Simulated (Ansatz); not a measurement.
# LiMgBN2 (I-4m2): band gap by G0W0 on HSE06, part 2 of 2

Aim: the quasiparticle gap of LiMgBN2 (I-4m2), starting from HSE06.

Ansatz 0.2.0; HSE06, then G0W0 on it, plane waves, PAW. Known limits of the many-body steps: finite bands, screening cutoff and k mesh; no spin-orbit coupling in G0W0.

So far. Step 2 (HSE06 levels on the mesh and at listed points): Over mesh and listed points the gap is 3.717 eV, from k = (0.500, 0.500, -0.500) to k = Γ. The least direct gap found is 4.635 eV, at k = (0.500, 0.500, -0.500).

In doubt: masses and optical values from hybrid runs of this build are listed as unsure (step 3), which bears on the screening that GW takes from such a start.

### Step 3. The quasiparticle correction

G0W0 replaces the xc potential by a self-energy built once from the orbitals of the start. Levels are corrected in the window of bands that the input names, at points of the mesh.

This step: G0W0 on HSE06, plane waves, PAW; PAW set soft_1.

input.yaml

```yaml
crystal:
  lattice:
    - [-1.909656, 1.909656, 4.443522]
    - [1.909656, -1.909656, 4.443522]
    - [1.909656, 1.909656, -4.443522]
  atoms:
    - { symbol: Li, position: [0.25, 0.75, 0.5] }
    - { symbol: Mg, position: [0.75, 0.25, 0.5] }
    - { symbol: B, position: [0.5, 0.5, 0.0] }
    - { symbol: "N", position: [0.6512635, 0.6512635, 0.0] }
    - { symbol: "N", position: [0.3487365, 0.3487365, 0.0] }
kpoints:
  mp_grid: { grid: [6, 6, 6] }
hamiltonian:
  xc: hse06
  pseudopotentials: { kind: paw, azcp: { folder: soft_1 } }
scf:
  occupations: { method: fixed }
gw:
  n_empty_bands: 513
  ecut_chi: 230.0
  qp_bands: [v2, c2]
  qp_kpoints: band_edges
  screening: { model: contour_deformation }
```

Launch:

```sh
> ansatz run input.yaml --threads 3 --pin off --max-ram 92160MiB --backend cuda --events-out ev --progress --plain --runs-dir out --devices 1 --max-vram 13GiB
```

Numbers of over 12 decimals in the logs are rounded to 6 here.

The log of the run:

```text
GPUs: using 1 of 1 available (devices: 1).
[...]
GPU FFT provider: cuFFT
GPU libraries: cuBLAS 13.8.2, cuFFT 12.4.0, cuSOLVER 12.3.4
Crystal: 5 atoms, lattice volume = 64.818 Å³
Basis set: ecut = 420 eV, 1283 PW (Γ)
Bands: 18, of which v1, the nominal top of the filled ones, is band 13 counted from 1 (12 counted from 0)
Symmetry: 8 space group operations
[...]
k-points: 30 of 216 (time reversal used)
[...]
GPU buffer pool allocated for 46656 grid points (all kernels)
[...]
SCF iter   1: F=—  HF=-3059.799060 eV  |F-HF|=—  |Δ(HF+E_count)|=         —  Δρ=1.03e-1  dr2=9.26e0  ethr=1.00e-1  ⟨swp⟩=5.9  Hψ=1864  notcnv=0
[...]
SCF iter   5: F=-3057.064851 eV  HF=-3057.064424 eV  |F-HF|=4.28e-4  |Δ(HF+E_count)|=   8.16e-4  Δρ=1.07e-3  dr2=5.01e-4  ethr=4.54e-5  ⟨swp⟩=3.2  Hψ=1539  notcnv=0  defer=1
SCF 1 stopped early in 5 iterations: F = -3057.064851 eV  dr2 = 5.01e-4
[...]
GPU FFT provider: cuFFT
GPU libraries: cuBLAS 13.8.2, cuFFT 12.4.0, cuSOLVER 12.3.4
[...]
GPU buffer pool allocated for 46656 grid points (all kernels)
[...]
Frozen-core exchange: fock
SCF iter   1: F=—  HF=-3057.381947 eV  |F-HF|=—  |Δ(HF+E_count)|=         —  Δρ=6.64e-3  dr2=2.46e-2  ethr=1.93e-5  ⟨swp⟩=6.3  Hψ=2485  notcnv=0
[...]
SCF iter   4: F=-3057.380714 eV  HF=-3057.380713 eV  |F-HF|=1.51e-7  |Δ(HF+E_count)|=   8.32e-5  Δρ=4.51e-5  dr2=6.36e-6  ethr=9.06e-7  ⟨swp⟩=3.0  Hψ=1304  notcnv=0
SCF 2 stopped early in 4 iterations: F = -3057.380714 eV  dr2 = 6.36e-6
hybrid outer 1: dexx = +6.952e-3 eV, tail = 4.23e-5 eV
GPU FFT provider: cuFFT
GPU libraries: cuBLAS 13.8.2, cuFFT 12.4.0, cuSOLVER 12.3.4
GPU buffer pool allocated for 46656 grid points (all kernels)
[...]
Frozen-core exchange: fock
SCF iter   1: F=—  HF=-3057.380728 eV  |F-HF|=—  |Δ(HF+E_count)|=         —  Δρ=6.34e-5  dr2=1.76e-6  ethr=8.13e-7  ⟨swp⟩=2.7  Hψ=1222  notcnv=0
[...]
SCF iter   3: F=-3057.380729 eV  HF=-3057.380729 eV  |F-HF|=3.83e-9  |Δ(HF+E_count)|=   7.06e-7  Δρ=9.08e-6  dr2=1.80e-8  ethr=5.37e-10  ⟨swp⟩=4.5  Hψ=1662  notcnv=0  defer=4
SCF 3 converged in 3 iterations: F = -3057.380729 eV  dr2 = 1.80e-8
[...]
NSCF: frozen V_eff on 30 k-points
Exchange-term sweep: 0 of 30 (spin, k) points
Exchange-term sweep: 2 of 30 (spin, k) points
Exchange-term sweep: 3 of 30 (spin, k) points
Exchange-term sweep: 5 of 30 (spin, k) points
Exchange-term sweep: 6 of 30 (spin, k) points
Exchange-term sweep: 8 of 30 (spin, k) points
Exchange-term sweep: 9 of 30 (spin, k) points
Exchange-term sweep: 11 of 30 (spin, k) points
Exchange-term sweep: 12 of 30 (spin, k) points
Exchange-term sweep: 14 of 30 (spin, k) points
Exchange-term sweep: 15 of 30 (spin, k) points
Exchange-term sweep: 17 of 30 (spin, k) points
Exchange-term sweep: 18 of 30 (spin, k) points
Exchange-term sweep: 20 of 30 (spin, k) points
Exchange-term sweep: 21 of 30 (spin, k) points
Exchange-term sweep: 23 of 30 (spin, k) points
Exchange-term sweep: 24 of 30 (spin, k) points
Exchange-term sweep: 26 of 30 (spin, k) points
Exchange-term sweep: 27 of 30 (spin, k) points
Exchange-term sweep: 29 of 30 (spin, k) points
Exchange-term sweep: 30 of 30 (spin, k) points
G₀W₀ screening: q 1/30
[... further progress lines ...]
[...]
Free energy (F): -3057.380729 eV
Frozen-core exchange: fock
[...]
Internal energy: -3057.380729 eV  (E = F + TS)
E sigma→0 (E₀):  -3057.380729 eV
Fermi energy:    2.280071 eV
[...]
--- Band table (eV; the first three rows and the last of 30) ---
  k-point 0: bands = [... 9 lower, -0.0183, -0.0183, 0.8097, 0.8097, 5.9974, 9.6175, 11.7616]
  k-point 1: bands = [... 9 lower, -0.5725, -0.2503, 0.6393, 1.2308, 7.1303, 10.4003, 10.8474]
  k-point 2: bands = [... 9 lower, -1.3072, -0.7015, 0.3269, 1.6604, 8.2640, 10.3956, 10.4968]
  k-point 29: bands = [... 9 lower, -0.8985, -0.8985, 2.2801, 2.2801, 6.9155, 9.9655, 10.3357]
  guard bands above this table: 2 of the run's 18 bands. The solve was not asked for them (output.publish_guard_bands: true or output.eigenvalues: true publishes all)
--- G₀W₀: contour deformation, 7 samples at zero and on the imaginary axis and 3 off it, 216 q-points, 513 empty bands' worth ---
  eigenvalues of the whole cell's RPA ε∞ on this k-mesh (on a slab, of 1 + 4πα/V) = 2.3359, 2.3359, 2.9969; static W/v taken at q = 0 is 0.398977
  bands read: the sum over 526 bands ends inside a degenerate multiplet in 2 slots, whose members it reads at an even weight; the widest, k=0: bands 526 to 527 (counted from 1) at 1/2 each
  gw.qp_kpoints: band_edges: 15 of 30 stored k-points solved, in 1 pass; an edge of the gap read off the rows below is read off those points alone
    valence top: of the k-points left out ik 6 came nearest to being solved in a further pass, in band 13 (counted from 1, as in the quasiparticle table): it holds the edge there only if its correction is more favourable than any solved in that band by at least 0.575 eV; those differ by 0.077 eV
    conduction bottom: of the k-points left out ik 4 came nearest to being solved in a further pass, in band 14 (counted from 1, as in the quasiparticle table): it holds the edge there only if its correction is more favourable than any solved in that band by at least 0.568 eV; those differ by 0.356 eV
    ik  band        ε_KS         Σx   Σc(E_QP)       V_xc       Z   E_QP_lin       E_QP  E_QP is
     0    12      0.8097   -19.8231     2.3590   -16.4798  0.7977    -0.1846    -0.1745  root
     0    13      0.8097   -19.8231     2.3590   -16.4798  0.7977    -0.1846    -0.1745  root
     0    14      5.9974    -5.0146    -3.0999    -8.4483  0.8613     6.3318     6.3312  root
     0    15      9.6175    -3.6505    -3.4711    -7.5761  0.8574    10.0736    10.0720  root
     3    12      0.1840   -19.4720     2.4977   -15.9254  0.7947    -0.8777    -0.8649  root
     3    13      1.7954   -20.1149     2.1035   -17.0385  0.8047     0.8142     0.8226  root
     3    14      8.4886    -3.0531    -3.1994    -6.4807  0.8635     8.7171     8.7167  root
     3    15      9.3152    -6.2554    -3.7358   -10.7780  0.8393    10.1066    10.1020  root
    11    12      1.0609   -20.0138     2.2840   -16.7329  0.8008     0.0544     0.0641  root
    11    13      1.6016   -20.3078     2.1756   -17.1851  0.8017     0.6463     0.6546  root
    11    14      8.8859    -5.9193    -3.4135    -9.9169  0.8439     9.4725     9.4700  root
    11    15      9.2602    -5.2868    -3.4928    -9.2803  0.8459     9.7629     9.7609  root
    15    12      1.3025   -20.0321     2.2075   -16.8628  0.8008     0.3319     0.3407  root
    15    13      1.3025   -20.0321     2.2075   -16.8628  0.8008     0.3319     0.3407  root
    15    14      6.2677    -5.1311    -3.0869    -8.5614  0.8600     6.6119     6.6112  root
    15    15      9.6125    -4.0525    -3.5155    -8.0236  0.8551    10.0696    10.0680  root
    16    12      1.1069   -19.7013     2.2291   -16.4689  0.8017     0.0939     0.1038  root
    16    13      1.1931   -19.8372     2.2243   -16.6174  0.8019     0.1881     0.1976  root
    16    14      8.8800    -3.9720    -3.2215    -7.5108  0.8546     9.1980     9.1973  root
    16    15      9.7713    -6.2723    -3.7210   -10.7132  0.8356    10.4953    10.4912  root
    18    12      1.3570   -20.1031     2.2128   -16.9116  0.8023     0.3694     0.3783  root
    18    13      1.7997   -20.4143     2.1252   -17.3505  0.8026     0.8533     0.8612  root
    18    14      7.9261    -5.2788    -3.2329    -8.9644  0.8519     8.3802     8.3788  root
    18    15     10.0419    -5.9513    -3.7468   -10.3616  0.8379    10.7090    10.7054  root
    19    12      1.6076   -20.2550     2.1583   -17.1412  0.8025     0.6437     0.6520  root
    19    13      1.8401   -20.2686     2.0877   -17.2322  0.8037     0.8835     0.8914  root
    19    14      7.4747    -5.1717    -3.1600    -8.7326  0.8540     7.8767     7.8756  root
    19    15     10.2455    -6.1225    -3.9035   -10.8101  0.8340    11.0347    11.0296  root
    21    12      1.2966   -20.2573     2.2622   -17.0219  0.8011     0.3144     0.3234  root
    21    13      1.9053   -20.3407     2.0892   -17.3030  0.8040     0.9490     0.9568  root
    21    14      8.2399    -5.4735    -3.2660    -9.2286  0.8485     8.7307     8.7290  root
    21    15      9.8731    -5.9088    -3.8059   -10.4700  0.8379    10.6329    10.6285  root
    23    12      0.8916   -20.1758     2.3765   -16.8107  0.7989    -0.1068    -0.0969  root
    23    13      1.7270   -20.3419     2.1480   -17.2414  0.8032     0.7663     0.7745  root
    23    14      8.9201    -5.7093    -3.3643    -9.6242  0.8429     9.4729     9.4707  root
    23    15      9.2763    -5.3496    -3.5865    -9.4910  0.8464     9.8335     9.8311  root
    24    12      0.8042   -20.0548     2.3867   -16.6687  0.7983    -0.2054    -0.1951  root
    24    13      1.9131   -20.2452     2.0824   -17.2024  0.8047     0.9446     0.9527  root
    24    14      9.0453    -5.0691    -3.3050    -8.7871  0.8449     9.4596     9.4582  root
    24    15      9.4983    -6.1621    -3.7830   -10.7385  0.8388    10.2964    10.2917  root
[...]
27    12      1.5876   -20.3987     2.1981   -17.2392  0.8028     0.6178     0.6263  root
    27    13      1.9676   -20.5401     2.0944   -17.5147  0.8031     1.0291     1.0366  root
    27    14      7.7917    -5.1802    -3.2179    -8.8664  0.8535     8.2615     8.2600  root
    27    15     10.4591    -5.5413    -3.8047   -10.0078  0.8361    11.1248    11.1209  root
    28    12      1.7969   -20.4793     2.1398   -17.3951  0.8029     0.8447     0.8526  root
    28    13      2.1557   -20.5351     2.0400   -17.5619  0.8045     1.2150     1.2224  root
    28    14      7.5010    -4.9606    -3.1555    -8.5207  0.8552     7.9066     7.9055  root
    28    15      9.9655    -5.9619    -3.9206   -10.6958  0.8373    10.7840    10.7788  root
    29    12      2.2801   -20.6927     2.0181   -17.7561  0.8044     1.3545     1.3615  root
    29    13      2.2801   -20.6927     2.0181   -17.7561  0.8044     1.3545     1.3615  root
    29    14      6.9155    -4.6579    -3.0873    -8.0763  0.8603     7.2473     7.2466  root
    29    15      9.9655    -5.9369    -3.6663   -10.1288  0.8436    10.4934    10.4911  root
```

It took 3.9 min on 1 × NVIDIA H100 80GB HBM3 (shared by 6 runs) with 3 threads of AMD EPYC 7R13 (Zen 3), shared host; peak memory 3.6 GiB; 6.1 min of CPU time.

This step gave:

```yaml
bands_summed: 526
rpa_eps_infinity_on_this_mesh_eigenvalues: 2.336, 2.336, 2.997
plane_waves_in_the_screening_matrix: 527
q_points_in_the_mesh: 216
g0w0_gap_over_the_corrected_points: 4.970 eV
k_of_the_valence_top: -0.5, -0.5, -0.5
k_of_the_conduction_bottom: 0, 0, 0
starting_gap_on_the_mesh: 3.717 eV
z_at_the_valence_top: 0.8044
z_at_the_conduction_bottom: 0.8613
least_direct_g0w0_gap_over_the_corrected_points: 5.885 eV
```

Over 15 of 30 irreducible mesh points the G0W0 gap is 4.970 eV, from k = (-0.500, -0.500, -0.500) to k = Γ. The HSE06 gap of this run on the mesh is 3.717 eV. The two states that bound the G0W0 gap lie that far apart at the start, so the correction of the gap is 4.970 − 3.717 = +1.253 eV.

Labels follow the order of the start: v1 is the top filled band, c1 the lowest empty one; levels that stay degenerate share a row, the window can cut a multiplet, doubted levels are not marked in this list, bands outside the window were not corrected, and the list may be a part of the corrected levels. The levels before and after the correction (eV, zero at the valence-band top of each column):

|  | conduction bottom | valence top |
| --- | --- | --- |
| HSE06 | 3.72 | 0.00 |
| G0W0 | 4.97 | 0.00 |

```csv
,level,occupation,energy (eV)
HSE06,Γ v2-v1,2,-1.470
HSE06,Γ c1,0,3.717
HSE06,Γ c2,0,7.337
HSE06,(-0.5 -0.5 -0.5) v2-v1,2,0.000
HSE06,(-0.5 -0.5 -0.5) c1,0,4.635
HSE06,(-0.5 -0.5 -0.5) c2,0,7.685
G0W0,Γ v2-v1,2,-1.536
G0W0,Γ c1,0,4.970
G0W0,Γ c2,0,8.711
G0W0,(-0.5 -0.5 -0.5) v2-v1,2,0.000
G0W0,(-0.5 -0.5 -0.5) c1,0,5.885
G0W0,(-0.5 -0.5 -0.5) c2,0,9.130
```

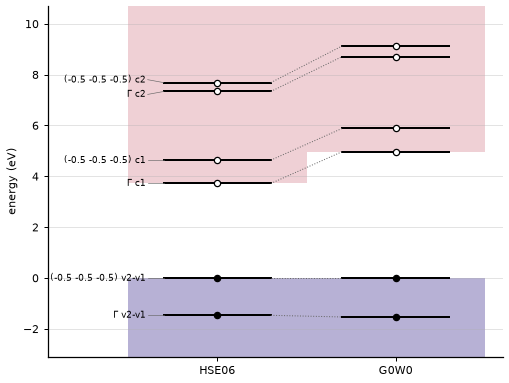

Levels before and after the correction. Shaded: valence and conduction bands. Filled marks are occupied levels, open marks empty ones.

The parts of the quasiparticle energy for the two states that bound the G0W0 gap, in eV on the run's own scale (QP = start + Σx + Σc − Vxc, with Σc at the quasiparticle energy):

| edge | k | band | start | Σx | Σc | Vxc | Z | QP |
| --- | --- | --- | --- | --- | --- | --- | --- | --- |
| valence top | (-0.500, -0.500, -0.500) | 12 | 2.280 | −20.693 | 2.018 | −17.756 | 0.804 | 1.361 |
| conduction bottom | Γ | 14 | 5.997 | −5.015 | −3.100 | −8.448 | 0.861 | 6.331 |

For a hybrid start, Vxc holds its share of exact exchange.

### Step 4. The runs together

Each gap is the least one over the points named; times are wall times on shared hosts, not benchmarks. A G0W0 time includes the run's own self-consistent start. Runs with listed points see these and the mesh alone, so an edge that moves elsewhere is missed. Symmetry makes (0.500, 0.500, -0.500) and (-0.500, -0.500, -0.500) one point.

| level | mesh | files, cutoff | bands summed, screening | points | gap (eV) | valence top | conduction bottom | least direct gap (eV) | time |
| --- | --- | --- | --- | --- | --- | --- | --- | --- | --- |
| HSE06 | 6×6×6 | soft_1 PAW, 420 eV | - | mesh and listed points | 3.717 | (0.500, 0.500, -0.500) | Γ | 4.635 | 48 s |
| G0W0@HSE06 | 6×6×6 | soft_1 PAW, 420 eV | 526, 230 eV | 15 of 30 irreducible mesh points | 4.970 | (-0.500, -0.500, -0.500) | Γ | 5.885 | 3.9 min |

### Step 5. What came out

```json
{"HSE06 gap over mesh and listed points": "3.717 eV, from k = (0.500, 0.500, -0.500) to k = Γ", "G0W0@HSE06 gap over 15 of 30 irreducible mesh points": "4.970 eV, from k = (-0.500, -0.500, -0.500) to k = Γ", "GW settings": "6×6×6 mesh, 513 empty bands, screening to 230 eV, PAW set soft_1 files", "known limits": "finite bands, screening cutoff and k mesh; no spin-orbit coupling in G0W0"}
```

**Reading.** Over 15 of 30 irreducible mesh points the G0W0 gap is 4.970 eV, from k = (-0.500, -0.500, -0.500) to k = Γ. The HSE06 gap of this run on the mesh is 3.717 eV. The two states that bound the G0W0 gap lie that far apart at the start, so the correction of the gap is 4.970 − 3.717 = +1.253 eV. The valence state moves by 1.361 − 2.280 = −0.919 eV and the conduction state by 6.331 − 5.997 = +0.334 eV, on the run's own scale; how far single levels stand from their limit in bands is not shown. Both edges that HSE06 shows over mesh and listed points lie at k points where levels were corrected. Levels at other points were not corrected, so a lower G0W0 gap elsewhere in the zone is not ruled out. No second run with other bands and screening cutoff is shown, so the distance to the basis limit is not known. On another start, G0W0@PBE runs of this series (6×6×6 mesh, soft_1 PAW; not shown as steps) give 3.947 eV with 97 bands and 69 eV, 4.264 eV with 251 bands and 138 eV and 4.394 eV with 526 bands and 230 eV. G0W0 on other starts in this series, not shown as steps and not all at these settings: 4.394 eV on PBE (6×6×6, soft_1 PAW, 526 bands, 230 eV) and 4.353 eV on LDA (6×6×6, soft_1 PAW, 526 bands, 230 eV). The G0W0 runs are scalar-relativistic. No pair of G0W0 runs that differ in the mesh alone is shown (6×6×6 is a supercell whose nearest images lie 23 Å apart), so the error from the mesh is not known here. G0W0 is shown with one set of atomic data (soft_1 PAW), so the error from the files is not known here.

[Paths, hosts, dates, memory and timing lines, banners, echoed tables and standing remarks are left out of the program output.]

[Logs are printed without paths, hosts, clocks, repeated set-up lines and the standing remarks that a program may print on its own settings, such as how far it seeks lower states.]

[Runs of the session that timed out or met a known fault of the program may be left out.]

[Cells called generated may have been cut or substituted from an entry of the Crystallography Open Database or the Materials Project.]

[Hosts, paths, dates, database ids (printed as entryN), source tags and the programs' standing remarks are cut or masked in the printed files.]

[Where an RPA ε∞ is given, it is that of the G0W0 mesh and is not shown converged in it. Names of k-points follow the symmetry that the program found, which can be lower than the space group named. Band edges on a path are those of the sampled points; other points can move an edge, and change direct to indirect where valleys lie close.]

[Hybrid gaps are those of their k-mesh and are not shown converged in it.]
